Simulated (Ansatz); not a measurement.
# Single-point calculation, with input and output: ScAl₃

- system: ScAl₃ (disordered cell, 16 atoms in the cell)
- method: DFT PBE, scalar-relativistic, plane waves, PAW, no spin polarisation (Ansatz 0.2.0)

It belongs to a series of runs on one base structure; here: last frame at 2090 K on a finer mesh. Figures and captions count atoms from 1; the log counts them from 0 in places.

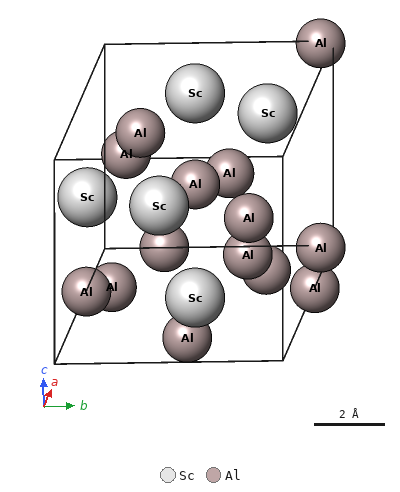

*The input geometry (spheres-only view of the cell of the calculation, seen at an oblique angle). An atom can appear more than once, as a periodic image.*

Summary

| quantity | value |
| --- | --- |
| outcome | converged |
| electrons treated | 80 |
| free energy | −14992.7996 eV |
| Fermi energy | 7.718 eV |
| gap on the k-point mesh | none (metallic) |
| pressure | 3.24 GPa |
| largest force (length of the vector) | 2.328 eV/Å |
| hardware | 2 threads of Intel Xeon @ 2.50GHz (Skylake/Cascade Lake), 189 GiB of memory available, shared host |
| wall time | 52 s (CPU time 1.7 min) |
| peak memory | 0.73 GiB |

Input file
```yaml
crystal:
  lattice:
    - [7.024824, 0.200776, -0.009459]
    - [0.200776, 6.635876, 0.323421]
    - [-0.009459, 0.323421, 6.671066]
  atoms:
    - { symbol: Sc, position: [0.3944561629, 0.0571961762, 0.5929573896] }
    - { symbol: Sc, position: [0.8118992617, 0.2796849303, 0.3120739261] }
    - { symbol: Sc, position: [0.8240891359, 0.7518066727, 0.7492006331] }
    - { symbol: Sc, position: [0.5279164508, 0.4992174593, 0.0188068718] }
    - { symbol: Al, position: [0.2547745379, 0.2573307903, 0.8804688517] }
    - { symbol: Al, position: [0.1102053721, 0.4567641828, 0.5021638843] }
    - { symbol: Al, position: [0.227006087, 0.2014596795, 0.2449553712] }
    - { symbol: Al, position: [0.9287224525, 0.9607381046, 0.0290832603] }
    - { symbol: Al, position: [0.5482836751, 0.0189909277, 0.0446827198] }
    - { symbol: Al, position: [0.0434732567, 0.9171484023, 0.4216024654] }
    - { symbol: Al, position: [0.0804749017, 0.5633854835, 0.0739852867] }
    - { symbol: Al, position: [0.7819703206, 0.2039396897, 0.6864614409] }
    - { symbol: Al, position: [0.7428337702, 0.6872319761, 0.2838241396] }
    - { symbol: Al, position: [0.2598172675, 0.7086565121, 0.7752596237] }
    - { symbol: Al, position: [0.5035977711, 0.5057223016, 0.5864386224] }
    - { symbol: Al, position: [0.3648053128, 0.7660430019, 0.3167131002] }
basis:
  ecutwfc: 420
kpoints:
  mp_grid: { grid: [3, 4, 4] }
hamiltonian:
  xc: pbe
scf:
  occupations: { method: fermi_dirac, width: 0.1801 }
output:
  forces: true
  stress: true
  eigenvalues: true
  populations: true
  write_density: true
  write_potential: true
  elf: true
  volumetric_format: npy
```

Command:
```bash
ansatz run input.yaml --threads 2 --pin off --max-ram 5120MiB --backend cpu --events-out ev --progress --plain --runs-dir out
```

Log
```
band count auto-derived: 58 (N_el = 80.0; filled up to band 40; 56 by the electrons, moments and atoms)
Engine: ansatz 0.2.0, x86_64-unknown-linux-gnu
Pseudopotentials: kind: paw
Pseudopotential: Sc, paw, valence charge 11, recommended cutoff 420 eV (normal), Sc.paw.azcp
Pseudopotential: Al, paw, valence charge 3, recommended cutoff 420 eV (normal), Al.paw.azcp
Functional definition: PBE
  parameter kappa = 0.804
  parameter beta = 0.06672455060314922
  exchange = pbe_x(kappa = kappa, mu = beta*pi^2/3)
  correlation = pbe_c(beta = beta)
Crystal: 16 atoms, lattice volume = 309.972 Å³
Basis set: ecut = 420 eV, 6049 PW (Γ), exchange–correlation on 96×90×90 points (8 copies of the dense FFT grid, shifted against one another)
Bands: 58, of which v1, the nominal top of the filled ones, is band 40 counted from 1 (39 counted from 0)
Symmetry: 1 space group operations
Space group: P1 (ITA 1), of the structure as read, at distance tolerance 6.8e-5 Å
k-points: 26 of 48 (time reversal used)
Non-local potential: Sc, projectors of the file, l = 0: 3, l = 1: 2, l = 2: 3, l = 3: 1
Non-local potential: Al, projectors of the file, l = 0: 2, l = 1: 2, l = 2: 1
PAW form: soft (Blöchl's): semilocal exchange-correlation on the pseudo side does not see the compensation charge
PAW one-centre angular grid: Sc, 590 points (default); XC on 64 Gauss nodes
PAW one-centre angular grid: Al, 110 points (default); XC on 64 Gauss nodes
Initial density: superposition of atomic densities (neutral atoms: chi_scale 0, normalization atom), corrected by the library's trained network
Initial wavefunctions: pseudopotential atomic-orbital guess
Functional: x = pbe(κ = 0.804, μ = 0.2195149727645171), c = pbe(β = 0.06672455060314922)
SCF iter   1: F=—  HF=-14992.800400 eV  |F-HF|=—  |Δ(HF+E_count)|=         —  Δρ=2.44e-3  dr2=3.47e-2  ethr=1.77e-3  ⟨swp⟩=6.2  Hψ=6843  notcnv=0
preconditioner: auto → Kerker (q_TF=auto, 2.177 Å⁻¹)  [metal: Δε(μ)=0.027 eV  Ē_g=5.047 eV  σ=0.180 eV  W_gap=0.04  n_scr=54 (ndim 8)  ℏωp=14.6 eV  f_vac=0.000  D(μ)=10.16/eV (n_scr^D=80)]
SCF iter   2: F=—  HF=-14992.800610 eV  |F-HF|=—  |Δ(HF+E_count)|=   2.10e-4  Δρ=1.42e-3  dr2=1.16e-2  ethr=4.34e-5  ⟨swp⟩=2.0  Hψ=1850  notcnv=0
SCF iter   3: F=—  HF=-14992.799627 eV  |F-HF|=—  |Δ(HF+E_count)|=   9.83e-4  Δρ=3.34e-4  dr2=6.24e-4  ethr=1.45e-5  ⟨swp⟩=2.8  Hψ=2186  notcnv=0
SCF iter   4: F=—  HF=-14992.799550 eV  |F-HF|=—  |Δ(HF+E_count)|=   7.68e-5  Δρ=1.18e-4  dr2=9.20e-5  ethr=7.80e-7  ⟨swp⟩=2.4  Hψ=2137  notcnv=0
SCF iter   5: F=—  HF=-14992.799587 eV  |F-HF|=—  |Δ(HF+E_count)|=   3.75e-5  Δρ=2.45e-5  dr2=2.88e-6  ethr=1.15e-7  ⟨swp⟩=2.5  Hψ=2064  notcnv=0
SCF iter   6: F=—  HF=-14992.799587 eV  |F-HF|=—  |Δ(HF+E_count)|=   1.52e-7  Δρ=7.53e-6  dr2=2.82e-7  ethr=3.60e-9  ⟨swp⟩=2.4  Hψ=2554  notcnv=0
SCF iter   7: F=-14992.799587 eV  HF=-14992.799587 eV  |F-HF|=3.55e-9  |Δ(HF+E_count)|=   1.83e-8  Δρ=1.64e-6  dr2=9.96e-9  ethr=1.25e-10  ⟨swp⟩=11.2  Hψ=9473  notcnv=0
SCF 1 converged in 7 iterations: F = -14992.799587 eV  dr2 = 9.96e-9
  greatest PAW one-centre occupation: 0.998 electrons in one spin orbital (limit 2), on the Sc atom at site 1 (counted from 0), in its partial waves of l = 0
SCF converged after 7 iterations
Free energy (F): -14992.799587 eV
Harris-Foulkes:  -14992.799587 eV  (|F-HF|=3.55e-9)
Internal energy: -14991.715417 eV  (E = F + TS)
E sigma→0 (E₀):  -14992.257502 eV
Entropy (-TS):   -1.084170 eV (-67.761 meV/atom)
Fermi energy:    7.717561 eV
--- Per-component energies (eV) ---
  E_band       = -616.946936
  E_kinetic    = 1319.168279
  E_local      = -4411.025064  (includes V_loc(G=0)·N_el)
  E_nonlocal   = 464.989710
  E_hartree    = 1692.367232
  E_xc         = -892.423113
  E_vxc        = -861.679056  (∫ρ·V_xc dr)
  E_paw        = -9433.985167  (= ΣΔE_a)
  E_vpaw       = -513.137360  (= ΣTr[D̂ρ^β])
  E_aug_tail   = 0.000015  (compensation charges beyond the density's cutoff)
  E_ewald      = -3730.807311
  E_smearing   = -1.084170  (= −TS)
  E_closure    = 0.000000  (closes the sum)
  Σ components = -14992.799587   (vs F -14992.799587, Δ=0.00e0)
--- Forces (eV/Å), atoms counted from 1 ---
  atom   1  Sc     1.43771837     0.05205603    -0.20745393
  atom   2  Sc    -0.12640360    -0.92658500    -1.62763780
  atom   3  Sc    -0.51884622    -1.14490007    -1.34739320
  atom   4  Sc     0.00810893    -0.39507709     0.49844653
  atom   5  Al    -1.06631685     0.54643618    -0.86933441
  atom   6  Al    -0.17344046     0.21612689     0.57964614
  atom   7  Al     0.07369185     0.12614480    -0.19907087
  atom   8  Al     1.19061933     1.43157221     0.73275288
  atom   9  Al     0.16022992    -0.11324605    -0.30605301
  atom  10  Al    -0.71839520    -0.49510377     0.66297510
  atom  11  Al    -0.32194916    -0.01333891     0.97863300
  atom  12  Al     0.29460228    -0.02964136     2.30956517
  atom  13  Al     0.46892316     1.25142137     0.55396752
  atom  14  Al    -1.17576334     0.67154578    -0.35218457
  atom  15  Al     0.89678308    -1.06580174    -0.28864327
  atom  16  Al    -0.42955376    -0.11161415    -1.11822083
  max |Σ_I F_I| component: 8.35e-6 eV/Å
--- Stress (GPa, compression-positive) ---
        2.186100      -0.797171       0.328081
       -0.797171       0.706818      -0.479367
        0.328081      -0.479367       6.818138
  P = ⅓ Tr σ = 3.2370 GPa (32.370 kbar)
--- Band table (eV; the first three rows and the last of 26) ---
  k-point 0: bands = ["-41.7541", "-41.6266", "-41.5754", "-41.5000", "-20.4622", "-20.4155", "-20.4101", "-20.3735", "-20.3209", "-20.2882", "-20.2757", "-20.2640", "-20.2427", "-20.1983", "-20.1847", "-20.1277", "-1.8920", "0.5870", "0.8175", "1.1326", "1.4208", "1.7385", "2.0355", "3.5057", "3.6764", "3.9672", "4.2578", "4.4372", "4.8656", "5.0011", "5.3334", "5.4584", "5.5919", "5.9884", "6.3190", "6.5781", "6.6654", "6.9685", "7.1647", "7.5002", "7.5123", "8.3341", "8.4659", "8.5527", "8.8467", "8.9142", "9.0128", "9.2131", "9.3339", "9.4746", "9.6066", "9.7000", "9.9013", "9.9372", "10.0878", "10.3334", "10.5922", "10.6811"]
  k-point 1: bands = ["-41.7541", "-41.6266", "-41.5754", "-41.5000", "-20.4624", "-20.4155", "-20.4100", "-20.3733", "-20.3210", "-20.2881", "-20.2762", "-20.2638", "-20.2427", "-20.1984", "-20.1846", "-20.1277", "-1.7039", "-0.1238", "0.9464", "1.2971", "1.4550", "1.8671", "2.7431", "2.8839", "3.2453", "3.5393", "4.2633", "4.7488", "4.9309", "5.1351", "5.4382", "5.6460", "5.7209", "6.0208", "6.3401", "6.4504", "6.8792", "6.9445", "7.3352", "7.6818", "7.7462", "8.0558", "8.5068", "8.5981", "8.7473", "8.9529", "9.1045", "9.1416", "9.4120", "9.5328", "9.6418", "9.7800", "9.9389", "10.0252", "10.1502", "10.2765", "10.4666", "10.6228"]
  k-point 2: bands = ["-41.7541", "-41.6266", "-41.5754", "-41.5000", "-20.4626", "-20.4155", "-20.4098", "-20.3731", "-20.3211", "-20.2880", "-20.2768", "-20.2636", "-20.2427", "-20.1984", "-20.1846", "-20.1276", "-1.3335", "-0.7974", "1.0447", "1.4512", "1.6767", "2.0353", "2.4439", "2.7162", "2.8970", "3.6677", "4.2547", "4.5228", "5.2683", "5.3477", "5.4450", "5.6246", "5.8892", "5.9852", "6.1365", "6.3801", "7.1099", "7.4296", "7.6392", "7.8275", "7.8545", "8.1795", "8.2661", "8.5110", "8.5449", "8.6956", "8.9905", "9.1456", "9.4153", "9.5376", "9.7228", "9.7690", "9.9739", "10.0706", "10.1686", "10.3257", "10.4887", "10.6547"]
  k-point 25: bands = ["-41.7541", "-41.6266", "-41.5754", "-41.5000", "-20.4624", "-20.4156", "-20.4104", "-20.3731", "-20.3209", "-20.2880", "-20.2759", "-20.2640", "-20.2427", "-20.1984", "-20.1847", "-20.1277", "-1.3033", "-0.2184", "0.3378", "0.6458", "1.7651", "1.9910", "2.3474", "3.1426", "3.3602", "3.7104", "4.0351", "5.0308", "5.1910", "5.4288", "5.5199", "5.9831", "6.0259", "6.3769", "6.4977", "6.7576", "6.9582", "7.2933", "7.4860", "7.7140", "7.7406", "7.9307", "8.1742", "8.3649", "8.5263", "8.6434", "8.7837", "8.9327", "9.1754", "9.3653", "9.4753", "9.5352", "9.6476", "9.8999", "10.0553", "10.1474", "10.3626", "10.4617"]
--- Löwdin populations: 16 sites ---
  site symbol       q [e]
     0     Sc     10.4264
     1     Sc     10.4887
     2     Sc     10.3999
     3     Sc     10.4311
     4     Al      3.1072
     5     Al      3.0440
     6     Al      3.1389
     7     Al      3.1013
     8     Al      3.1720
     9     Al      3.1308
    10     Al      3.1083
    11     Al      3.2096
    12     Al      3.1581
    13     Al      3.1301
    14     Al      3.2090
    15     Al      3.1277
  spilling = 0.007713 (of n_electrons = 80.000000)
```

File populations.tsv
```
# site	symbol	l	j	q
# orbitals = lowdin
# n_electrons = 80.000000
# spilling = 0.007713
0	Sc	0_3S	-	1.922380
0	Sc	0_4S	-	0.441871
0	Sc	1_3P	-	5.974817
0	Sc	2_3D	-	2.087369
1	Sc	0_3S	-	1.922906
1	Sc	0_4S	-	0.468610
1	Sc	1_3P	-	5.973561
1	Sc	2_3D	-	2.123595
2	Sc	0_3S	-	1.936864
2	Sc	0_4S	-	0.451566
2	Sc	1_3P	-	5.980074
2	Sc	2_3D	-	2.031349
3	Sc	0_3S	-	1.933830
3	Sc	0_4S	-	0.462595
3	Sc	1_3P	-	5.978784
3	Sc	2_3D	-	2.055845
4	Al	0_3S	-	0.975465
4	Al	1_3P	-	2.131742
5	Al	0_3S	-	0.957869
5	Al	1_3P	-	2.086153
6	Al	0_3S	-	0.875257
6	Al	1_3P	-	2.263601
7	Al	0_3S	-	0.971744
7	Al	1_3P	-	2.129518
8	Al	0_3S	-	0.939734
8	Al	1_3P	-	2.232276
9	Al	0_3S	-	0.939961
9	Al	1_3P	-	2.190801
10	Al	0_3S	-	0.886530
10	Al	1_3P	-	2.221755
11	Al	0_3S	-	1.065302
11	Al	1_3P	-	2.144282
12	Al	0_3S	-	0.962861
12	Al	1_3P	-	2.195195
13	Al	0_3S	-	0.979292
13	Al	1_3P	-	2.150851
14	Al	0_3S	-	0.896479
14	Al	1_3P	-	2.312571
15	Al	0_3S	-	0.907530
15	Al	1_3P	-	2.220202
```

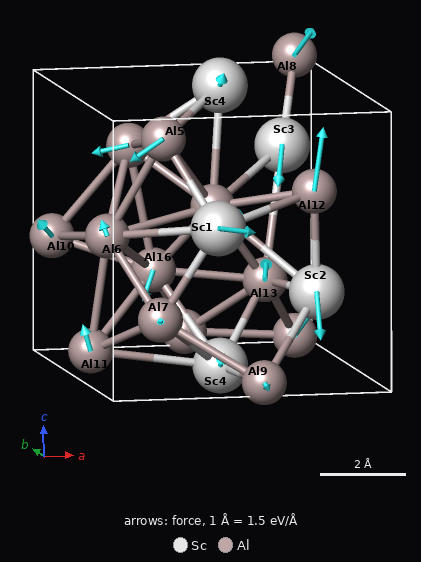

*Forces on the atoms as teal arrows (ball-and-stick view of the cell of the calculation, seen at an oblique angle; atoms are numbered from 1 in the order of the input).*

The largest act on Al12 (2.33 eV/Å); Al8 (2.00 eV/Å); Sc2 (1.88 eV/Å); Sc3 (1.84 eV/Å), among others. The geometry is not a stationary point of this energy.

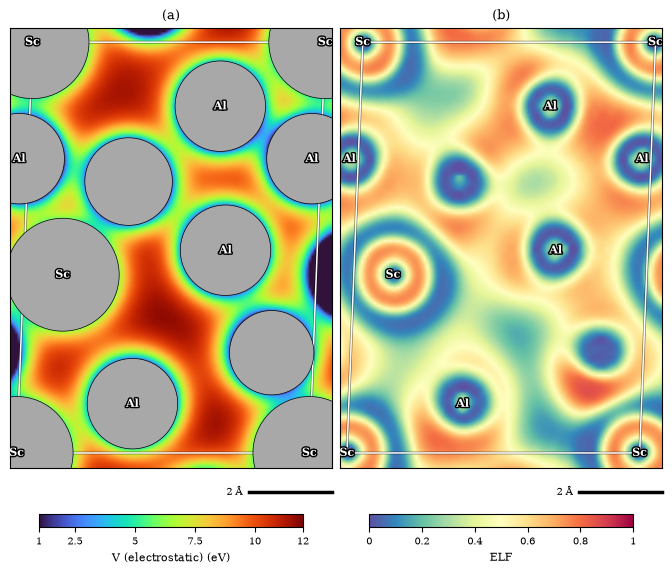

*(a) electrostatic potential (local pseudopotential plus Hartree) felt by an electron; (b) electron localisation function on the (011̄) plane of the calculation cell. Grey discs, where drawn, cover atomic cores.*

Al–Al (2.54 Å): the ELF peaks at about 0.80 between the atoms (a covalent bond). The strong features right at Sc lie inside the PAW spheres (semicore, d or f shells) and say nothing about bonding. Outside the cores the potential energy rises away from the atoms and is highest about 2.2 Å from the nearest atoms; outside the discs it spans about 10 eV, and its zero is arbitrary. Core electrons are frozen (PAW), so the fields are smoothed inside the atomic spheres.

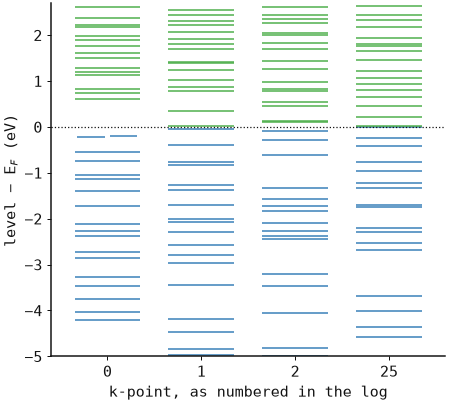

*Kohn–Sham levels near the Fermi level (dotted) at the few k-points that the log prints; levels within 0.02 eV of each other stand side by side.*

The system is metallic on the full mesh.
